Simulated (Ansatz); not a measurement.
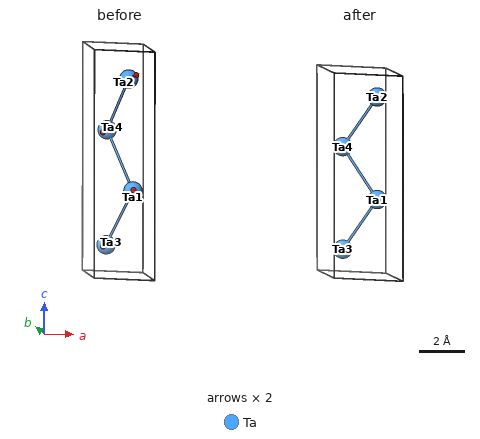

The structure of a crystal of Ta (set up in P1) before (left) and after (right) a relaxation, at one scale. The red arrows give the displacements (the part carried along by the change of the cell is left out), 2 times their true length.

Style: ball-and-stick. Shown: the cell of the calculation, slightly off an axis.

Case: all atoms moved at random, sigma 0.1 Å for each component, cell strained at random, sigma 0.01; relaxed back.

The calculation used DFT LDA, scalar-relativistic, plane waves, PAW (Ansatz). (plane-wave cutoff 420 eV; k-point mesh 12 × 12 × 4; occupations gaussian; smearing width 0.15 eV; no spin polarisation; cell and atoms relaxed; force threshold 0.01 eV/Å; at most 80 steps)

Describe what moved and what it gained.

Answer. The largest move relative to the cell is that of Ta2, 0.44 Å roughly along [2 3 0]. The volume changes by −3.4 %, with a 2.854 → 3.253 Å (+14.0 %), b 2.807 → 2.812 Å (+0.2 %), c 10.263 → 9.210 Å (−10.3 %), α 90.4° → 90.0°, β 89.6° → 90.0°, γ 120.1° → 125.3°. Among the contacts that change: Ta2–Ta3 4.203 → 3.250 Å, Ta2–Ta4 4.069 → 3.250 Å, Ta1–Ta3 4.059 → 3.250 Å, Ta1–Ta4 4.047 → 3.250 Å. New bonds form: Ta1–Ta4 (4.05 → 3.25 Å). The space group (tolerance 0.01 Å) goes from P1 (No. 1) to Fmmm (No. 69). Over 9 accepted moves (11 points after the start) the energy falls by 324 meV per atom. The largest force component goes from 1.4 to 0.00055 eV/Å. The pressure goes from −0.65 to 0.01 GPa. The line search rejected the trial step at point 1 of the run. The SCF was repeated once at an unchanged geometry on a basis and grid sized afresh for the cell, which shifted the energy by 0.7 meV per atom at most.
